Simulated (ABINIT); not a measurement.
## Geometry relaxation of SiC (part 3 of 3)

SiC (4 atoms in the cell); Kohn-Sham DFT of a periodic cell, PBEsol, JTH PAW PBE v2.0, no spin polarisation (ABINIT 10.8.3); cutoff 517.02 eV, 8×8×4 k-mesh, fermi-dirac of 0.05 eV. The structure derives from an entry of the Crystallography Open Database.

Geometry of the input (Å; fractional positions):
```
3.0760  0.0000  0.0000
-1.5380  2.6639  0.0000
0.0000  0.0000  5.0480
Si 0.6667  0.3333  0.5000
Si 0.3333  0.6667  0.0000
C  0.6667  0.3333  0.8850
C  0.3333  0.6667  0.3850
```

## What the program printed, continued
```
 Cartesian coordinates (xcart) [bohr]
  2.90446830027815E+00  1.67689555504846E+00  4.81037950581363E+00
 -1.07486919375423E-16  3.35379111009691E+00  4.38496704488178E-02
  2.90446830027815E+00  1.67689555504846E+00  8.39290813814691E+00
 -1.07486919375423E-16  3.35379111009691E+00  3.62637830278209E+00
 Reduced coordinates (xred)
  6.66666666666667E-01  3.33333333333333E-01  5.04599747821096E-01
  3.33333333333333E-01  6.66666666666667E-01  4.59974782109610E-03
  6.66666666666667E-01  3.33333333333333E-01  8.80400252178904E-01
  3.33333333333333E-01  6.66666666666667E-01  3.80400252178904E-01
 Cartesian forces (fcart) [Ha/bohr]; max,rms= 1.26893E-05 7.32620E-06 (free atoms)
 -0.00000000000000E+00 -0.00000000000000E+00 -1.26893477529152E-05
 -0.00000000000000E+00 -0.00000000000000E+00 -1.26893477529152E-05
 -0.00000000000000E+00 -0.00000000000000E+00  1.26893477529152E-05
 -0.00000000000000E+00 -0.00000000000000E+00  1.26893477529152E-05
 Gradient of E wrt nuclear positions in reduced coordinates (gred)
  0.00000000000000E+00  0.00000000000000E+00  1.20968309311179E-04
  0.00000000000000E+00  0.00000000000000E+00  1.20968309311179E-04
  0.00000000000000E+00 -0.00000000000000E+00 -1.20968309311179E-04
  0.00000000000000E+00 -0.00000000000000E+00 -1.20968309311179E-04
 Scale of Primitive Cell (acell) [bohr]
  5.80893660055630E+00  5.80893660063459E+00  9.53305967072963E+00
 Real space primitive translations (rprimd) [bohr]
  5.80893660055630E+00  0.00000000000000E+00  0.00000000000000E+00
 -2.90446830027815E+00  5.03068666514537E+00  0.00000000000000E+00
  0.00000000000000E+00  0.00000000000000E+00  9.53305967072963E+00
 Unitary Cell Volume (ucvol) [Bohr^3]=  2.78584029774072E+02
 Angles (23,13,12)= [degrees]
  9.00000000000000E+01  9.00000000000000E+01  1.19999999999554E+02
 Lengths [Bohr]
  5.80893660055630E+00  5.80893660063459E+00  9.53305967072963E+00
 Stress tensor in cartesian coordinates (strten) [Ha/bohr^3]
  3.84136625876386E-08  0.00000000000000E+00  0.00000000000000E+00
  0.00000000000000E+00  3.84135276478362E-08  0.00000000000000E+00
  0.00000000000000E+00  0.00000000000000E+00  3.95073464174236E-07
 Total energy (etotal) [Ha]= -1.94573280677744E+01

 Difference of energy with previous step (new-old):
           Absolute (Ha)=-3.23690E-05
           Relative     =-1.66359E-06

--- Iteration: ( 6/50) Internal Cycle: (1/1)
--------------------------------------------------------------------------------

---SELF-CONSISTENT-FIELD CONVERGENCE--------------------------------------------

--- !BeginCycle
iteration_state: {dtset: 1, itime: 6, icycle: 1, }
solver: {iscf: 17, nstep: 80, nline: 4, wfoptalg: 10, }
tolerances: {tolvrs: 1.00E-10, }
...

     iter   Etot(hartree)      deltaE(h)  residm     nres2
 ETOT  1  -19.457328073772    -1.946E+01 7.877E-07 1.004E-06
 ETOT  2  -19.457328070684     3.088E-09 6.530E-07 7.275E-08
 ETOT  3  -19.457328070476     2.081E-10 6.153E-07 5.194E-09
 ETOT  4  -19.457328070468     8.168E-12 5.422E-07 5.860E-10
 ETOT  5  -19.457328070468    -5.542E-13 5.109E-07 6.679E-11

 At SCF step    5       nres2   =  6.68E-11 < tolvrs=  1.00E-10 =>converged.

 Cartesian components of stress tensor (hartree/bohr^3)
  sigma(1 1)=  5.30058090E-08  sigma(3 2)=  0.00000000E+00
  sigma(2 2)=  5.30056741E-08  sigma(3 1)=  0.00000000E+00
  sigma(3 3)=  5.34528852E-08  sigma(2 1)=  0.00000000E+00

--- !ResultsGS
iteration_state: {dtset: 1, itime: 6, icycle: 1, }
comment   : Summary of ground state results
lattice_vectors:
- [  5.8089681,   0.0000000,   0.0000000, ]
- [ -2.9044841,   5.0307140,   0.0000000, ]
- [  0.0000000,   0.0000000,   9.5328223, ]
lattice_lengths: [   5.80897,    5.80897,    9.53282, ]
lattice_angles: [ 90.000,  90.000, 120.000, ] # degrees, (23, 13, 12)
lattice_volume:   2.7858012E+02
convergence: {deltae: -5.542E-13, res2:  6.679E-11, residm:  5.109E-07, diffor: null, }
etotal    :  -1.94573281E+01
entropy   :   0.00000000E+00
fermie    :   3.32057630E-01
cartesian_stress_tensor: # hartree/bohr^3
- [  5.30058090E-08,   0.00000000E+00,   0.00000000E+00, ]
- [  0.00000000E+00,   5.30056741E-08,   0.00000000E+00, ]
- [  0.00000000E+00,   0.00000000E+00,   5.34528852E-08, ]
pressure_GPa:  -1.5639E-03
xred      :
- [  6.6667E-01,   3.3333E-01,   5.0459E-01, Si]
- [  3.3333E-01,   6.6667E-01,   4.5943E-03, Si]
- [  6.6667E-01,   3.3333E-01,   8.8041E-01,  C]
- [  3.3333E-01,   6.6667E-01,   3.8041E-01,  C]
cartesian_forces: # hartree/bohr
- [  9.27064899E-29,   0.00000000E+00,   3.26910314E-07, ]
- [ -9.27064899E-29,  -1.07048234E-28,   3.26910314E-07, ]
- [  7.41651919E-28,   4.81717052E-28,  -3.26910314E-07, ]
- [ -7.41651919E-28,  -3.74668818E-28,  -3.26910314E-07, ]
force_length_stats: {min:   3.26910314E-07, max:   3.26910314E-07, mean:   3.26910314E-07, }
...

 Integrated electronic density in atomic spheres:
 ------------------------------------------------
 Atom  Sphere_radius  Integrated_density
    1        1.90945          1.66751453
    2        1.90945          1.66751453
    3        1.50737          2.57659113
    4        1.50737          2.57659113

---OUTPUT-----------------------------------------------------------------------

 Cartesian coordinates (xcart) [bohr]
  2.90448406287549E+00  1.67690465558827E+00  4.81020797053623E+00
  4.05422339079814E-17  3.35380931117654E+00  4.37967992290912E-02
  2.90448406287549E+00  1.67690465558827E+00  8.39275097398454E+00
  4.05422339079814E-17  3.35380931117654E+00  3.62633980267740E+00
 Reduced coordinates (xred)
  6.66666666666667E-01  3.33333333333333E-01  5.04594316106501E-01
  3.33333333333333E-01  6.66666666666667E-01  4.59431610650161E-03
  6.66666666666667E-01  3.33333333333333E-01  8.80405683893499E-01
  3.33333333333333E-01  6.66666666666667E-01  3.80405683893498E-01
 Cartesian forces (fcart) [Ha/bohr]; max,rms= 3.26910E-07 1.88742E-07 (free atoms)
  9.27064898572253E-29  0.00000000000000E+00  3.26910313712942E-07
 -9.27064898572253E-29 -1.07048233747465E-28  3.26910313712942E-07
  7.41651918857802E-28  4.81717051863593E-28 -3.26910313712929E-07
 -7.41651918857802E-28 -3.74668818116128E-28 -3.26910313712929E-07
 Gradient of E wrt nuclear positions in reduced coordinates (gred)
 -5.38529044630877E-28  2.69264522315439E-28 -3.11637794259378E-06
  5.38529044630877E-28  2.69264522315439E-28 -3.11637794259378E-06
 -4.30823235704702E-27 -2.69264522315439E-28  3.11637794259365E-06
  4.30823235704702E-27 -2.69264522315439E-28  3.11637794259365E-06
 Scale of Primitive Cell (acell) [bohr]
  5.80896812575097E+00  5.80896812582926E+00  9.53282234261427E+00
 Real space primitive translations (rprimd) [bohr]
  5.80896812575097E+00  0.00000000000000E+00  0.00000000000000E+00
 -2.90448406287549E+00  5.03071396676481E+00  0.00000000000000E+00
  0.00000000000000E+00  0.00000000000000E+00  9.53282234261427E+00
 Unitary Cell Volume (ucvol) [Bohr^3]=  2.78580118041990E+02
 Angles (23,13,12)= [degrees]
  9.00000000000000E+01  9.00000000000000E+01  1.19999999999554E+02
 Lengths [Bohr]
  5.80896812575097E+00  5.80896812582926E+00  9.53282234261427E+00
 Stress tensor in cartesian coordinates (strten) [Ha/bohr^3]
  5.30058090076474E-08  0.00000000000000E+00  0.00000000000000E+00
  0.00000000000000E+00  5.30056740630745E-08  0.00000000000000E+00
  0.00000000000000E+00  0.00000000000000E+00  5.34528852348150E-08
 Total energy (etotal) [Ha]= -1.94573280704682E+01

 Difference of energy with previous step (new-old):
           Absolute (Ha)=-2.69375E-09
           Relative     =-1.38444E-10

 At Broyd/MD step   6, gradients are converged :
  max grad (force/stress) = 5.3453E-06 < tolmxf= 2.0000E-05 ha/bohr (free atoms)

================================================================================

 ----iterations are completed or convergence reached----

 Mean square residual over all n,k,spin=   14.670E-10; max=  51.086E-08
 reduced coordinates (array xred) for    4 atoms
       0.666666666667      0.333333333333      0.504594316107
       0.333333333333      0.666666666667      0.004594316107
       0.666666666667      0.333333333333      0.880405683893
       0.333333333333      0.666666666667      0.380405683893
 rms dE/dt=  3.9331E-04; max dE/dt=  6.8434E-04; dE/dt below (all hartree)
    1      -0.000000000000      0.000000000000      0.000678110156
    2       0.000000000000      0.000000000000      0.000678110156
    3      -0.000000000000      0.000000000000      0.000684342912
    4       0.000000000000      0.000000000000      0.000684342912

 cartesian coordinates (angstrom) at end:
    1      1.53698677446195     0.88737972799245     2.54545243598488
    2      0.00000000000000     1.77475945598490     0.02317626804681
    3      1.53698677446195     0.88737972799245     4.44125254920358
    4      0.00000000000000     1.77475945598490     1.91897638126551

 cartesian forces (hartree/bohr) at end:
    1      0.00000000000000     0.00000000000000     0.00000032691031
    2     -0.00000000000000    -0.00000000000000     0.00000032691031
    3      0.00000000000000     0.00000000000000    -0.00000032691031
    4     -0.00000000000000    -0.00000000000000    -0.00000032691031
 frms,max,avg= 1.8874176E-07 3.2691031E-07   0.000E+00  0.000E+00 -7.146E-05 h/b

 cartesian forces (eV/Angstrom) at end:
    1      0.00000000000000     0.00000000000000     0.00001681040422
    2     -0.00000000000000    -0.00000000000000     0.00001681040422
    3      0.00000000000000     0.00000000000000    -0.00001681040422
    4     -0.00000000000000    -0.00000000000000    -0.00001681040422
 frms,max,avg= 9.7054914E-06 1.6810404E-05   0.000E+00  0.000E+00 -3.675E-03 e/A
 length scales=  5.808968125751  5.808968125829  9.532822342614 bohr
              =  3.073973548924  3.073973548965  5.044552335876 angstroms
 Fermi (or HOMO) energy (hartree) =   0.33206   Average Vxc (hartree)=  -0.42680
 Eigenvalues (hartree) for nkpt=  30  k points:
 kpt#   1, nband= 12, wtk=  0.00391, kpt=  0.0000  0.0000  0.0000 (reduced coord)
  -0.28528   -0.15258   -0.03408    0.24005    0.24005    0.28501    0.28920    0.28920
   0.46353    0.51452    0.53116    0.53116
      occupation numbers for kpt#   1
   2.00000    2.00000    2.00000    2.00000    2.00000    2.00000    2.00000    2.00000
   0.00000    0.00000    0.00000    0.00000
 prteigrs : prtvol=0 or 1, do not print more k-points.

--- !EnergyTerms
iteration_state     : {dtset: 1, itime: 6, icycle: 1, }
comment             : Components of total free energy in Hartree
kinetic             :  1.01238592588516E+01
hartree             :  2.33856555962105E+00
xc                  : -9.16006915364350E+00
Ewald energy        : -2.09182222273957E+01
psp_core            :  1.04605317190637E+00
local_psp           : -8.02878736552910E+00
PAW spherical_terms :  5.14127209948885E+00
internal            : -1.94573286567005E+01
'-kT*entropy'       : -1.24955220878528E-13
total_energy        : -1.94573286567006E+01
total_energy_eV     : -5.29460885392475E+02
...

--- !EnergyTermsDC
iteration_state     : {dtset: 1, itime: 6, icycle: 1, }
comment             : '"Double-counting" decomposition of free energy'
band_energy         :  1.05164004577390E+00
Ewald energy        : -2.09182222273957E+01
psp_core            :  1.04605317190637E+00
xc_dc               : -3.39262730442239E+00
PAW spherical_terms :  2.75582824366982E+00
internal            : -1.94573280704680E+01
'-kT*entropy'       : -1.24955220878528E-13
total_energy_dc     : -1.94573280704682E+01
total_energy_dc_eV  : -5.29460869440277E+02
...

--- !EnergyTermsWithPAWCore
iteration_state     : {dtset: 1, itime: 6, icycle: 1, }
comment             : 'Components of total free energy, including PAW core contributions'
Total energy        : -6.54953404734226E+02
Total energy DC     : -6.54953404147994E+02
Total energy (eV)   : -1.78221900693434E+04
Total energy DC (eV): -1.78221900533912E+04
...

 rms coord change=  2.6525E-03   atom, delta coord (reduced):
     1        0.000000000000      0.000000000000      0.004594316107
     2        0.000000000000      0.000000000000      0.004594316107
     3        0.000000000000      0.000000000000     -0.004594316107
     4        0.000000000000      0.000000000000     -0.004594316107

 Cartesian components of stress tensor (hartree/bohr^3)
  sigma(1 1)=  5.30058090E-08  sigma(3 2)=  0.00000000E+00
  sigma(2 2)=  5.30056741E-08  sigma(3 1)=  0.00000000E+00
  sigma(3 3)=  5.34528852E-08  sigma(2 1)=  0.00000000E+00

-Cartesian components of stress tensor (GPa)         [Pressure= -1.5639E-03 GPa]
- sigma(1 1)=  1.55948474E-03  sigma(3 2)=  0.00000000E+00
- sigma(2 2)=  1.55948077E-03  sigma(3 1)=  0.00000000E+00
- sigma(3 3)=  1.57263818E-03  sigma(2 1)=  0.00000000E+00

== END DATASET(S) ==============================================================
================================================================================

 -outvars: echo values of variables after computation  --------
            acell      5.8089681258E+00  5.8089681258E+00  9.5328223426E+00 Bohr
           etotal     -1.9457328070E+01
            fcart      9.2706489857E-29  0.0000000000E+00  3.2691031371E-07
                      -9.2706489857E-29 -1.0704823375E-28  3.2691031371E-07
                       7.4165191886E-28  4.8171705186E-28 -3.2691031371E-07
                      -7.4165191886E-28 -3.7466881812E-28 -3.2691031371E-07
            rprim      1.0000000000E+00  0.0000000000E+00  0.0000000000E+00
                      -4.9999999999E-01  8.6602540379E-01  0.0000000000E+00
                       0.0000000000E+00  0.0000000000E+00  1.0000000000E+00
           strten      5.3005809008E-08  5.3005674063E-08  5.3452885235E-08
                       0.0000000000E+00  0.0000000000E+00  0.0000000000E+00
           xangst      1.5369867745E+00  8.8737972799E-01  2.5454524360E+00
                       2.1454026249E-17  1.7747594560E+00  2.3176268047E-02
                       1.5369867745E+00  8.8737972799E-01  4.4412525492E+00
                       2.1454026249E-17  1.7747594560E+00  1.9189763813E+00
             xred      6.6666666667E-01  3.3333333333E-01  5.0459431611E-01
                       3.3333333333E-01  6.6666666667E-01  4.5943161065E-03
                       6.6666666667E-01  3.3333333333E-01  8.8040568389E-01
                       3.3333333333E-01  6.6666666667E-01  3.8040568389E-01
 Calculation completed.
```

## Trajectory as extended XYZ (Å, eV, eV/Å), 6 frames, from step=0 to step=5
```
4
Lattice="3.0760 0.0000 0.0000 -1.5380 2.6639 0.0000 0.0000 0.0000 5.0480" Properties=species:S:1:pos:R:3:forces:R:3 step=0 energy=-529.42529
Si    1.5380    0.8880    2.5240    0.0000   0.0000   0.7391
Si    0.0000    1.7759    0.0000    0.0000   0.0000   0.7391
C     1.5380    0.8880    4.4675    0.0000   0.0000  -0.7391
C     0.0000    1.7759    1.9435    0.0000   0.0000  -0.7391
4
Lattice="3.0805 0.0000 0.0000 -1.5402 2.6678 0.0000 0.0000 0.0000 5.0306" Properties=species:S:1:pos:R:3:forces:R:3 step=1 energy=-529.44624
Si    1.5402    0.8893    2.5229    0.0000   0.0000   0.4733
Si    0.0000    1.7785    0.0076    0.0000   0.0000   0.4733
C     1.5402    0.8893    4.4445    0.0000   0.0000  -0.4733
C     0.0000    1.7785    1.9292    0.0000   0.0000  -0.4733
4
Lattice="3.0811 0.0000 0.0000 -1.5406 2.6683 0.0000 0.0000 0.0000 5.0187" Properties=species:S:1:pos:R:3:forces:R:3 step=2 energy=-529.45857
Si    1.5406    0.8894    2.5292    0.0000   0.0000   0.0366
Si    0.0000    1.7789    0.0199    0.0000   0.0000   0.0366
C     1.5406    0.8894    4.4216    0.0000   0.0000  -0.0366
C     0.0000    1.7789    1.9123    0.0000   0.0000  -0.0366
4
Lattice="3.0783 0.0000 0.0000 -1.5391 2.6659 0.0000 0.0000 0.0000 5.0290" Properties=species:S:1:pos:R:3:forces:R:3 step=3 energy=-529.45999
Si    1.5391    0.8886    2.5358    0.0000   0.0000   0.0184
Si    0.0000    1.7773    0.0213    0.0000   0.0000   0.0184
C     1.5391    0.8886    4.4293    0.0000   0.0000  -0.0184
C     0.0000    1.7773    1.9148    0.0000   0.0000  -0.0184
4
Lattice="3.0740 0.0000 0.0000 -1.5370 2.6621 0.0000 0.0000 0.0000 5.0447" Properties=species:S:1:pos:R:3:forces:R:3 step=4 energy=-529.46087
Si    1.5370    0.8874    2.5455    0.0000   0.0000  -0.0007
Si    0.0000    1.7748    0.0232    0.0000   0.0000  -0.0007
C     1.5370    0.8874    4.4413    0.0000   0.0000   0.0007
C     0.0000    1.7748    1.9190    0.0000   0.0000   0.0007
4
Lattice="3.0740 0.0000 0.0000 -1.5370 2.6621 0.0000 0.0000 0.0000 5.0446" Properties=species:S:1:pos:R:3:forces:R:3 step=5 energy=-529.46087
Si    1.5370    0.8874    2.5455    0.0000   0.0000   0.0000
Si    0.0000    1.7748    0.0232    0.0000   0.0000   0.0000
C     1.5370    0.8874    4.4413    0.0000   0.0000   0.0000
C     0.0000    1.7748    1.9190    0.0000   0.0000   0.0000
```

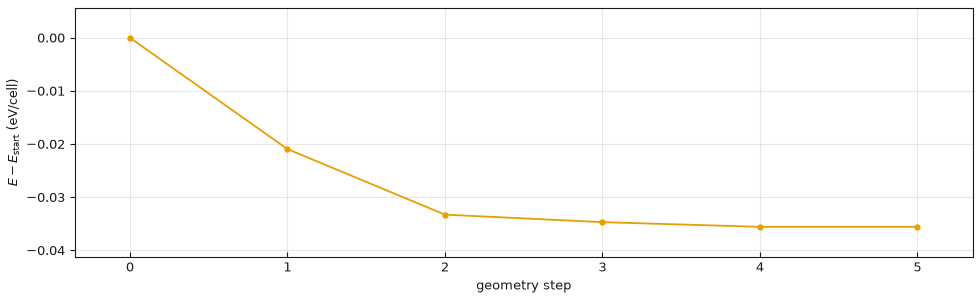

Figure 1. Progress of the relaxation, step by step (steps are counted from 0).

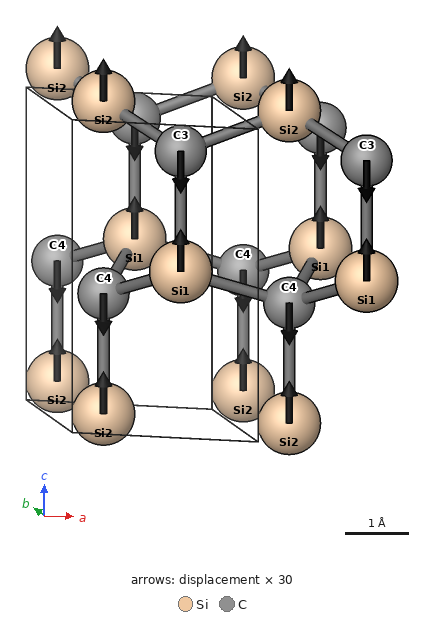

Figure 2. The starting structure with the displacements as black arrows, magnified 30 times (ball-and-stick view of the cell of the calculation, repeated 2 × 2 × 1, seen slightly off an axis). The largest moves relative to the cell, 0.023 Å, are those of Si1, Si2, C3 and C4. Largest moves by element: C 0.023 Å, Si 0.023 Å. Cell: a = b 3.076 → 3.074 Å (−0.1 %), c 5.048 → 5.045 Å (−0.1 %). Volume −0.2 %. Among the contacts that change: Si1–C3 1.943 → 1.896 Å, Si1–C4 1.868 → 1.882 Å. The space group stays P6_3mc (No. 186). The energy falls by 35.6 meV per cell of the calculation in 5 geometry steps. Largest force component: 0.74 eV/Å at the start, under 0.0001 eV/Å at the end. (Atoms are counted from 1 in the order of the input.)

## Results in brief

| quantity | value |
| --- | --- |
| outcome | converged |
| space group (tolerance 0.01 Å) | P6₃mc (186) |
| electrons treated | 16 |
| free energy | −529.4609 eV |
| Fermi energy | 9.036 eV |
| gap on the k-point mesh | 2.38 eV |
| pressure | 0.00 GPa |
| final volume | 41.28 Å³ |
| largest force (length of the vector) at the end | under 0.001 eV/Å |
| final cell | a = 3.074 Å, b = 3.074 Å, c = 5.045 Å, α = 90.00°, β = 90.00°, γ = 120.00° |
| hardware | 1 thread of Intel Xeon @ 2.70GHz, 189 GiB of memory available, shared host |
| wall time | 2.2 min |
| peak memory | 0.12 GiB |
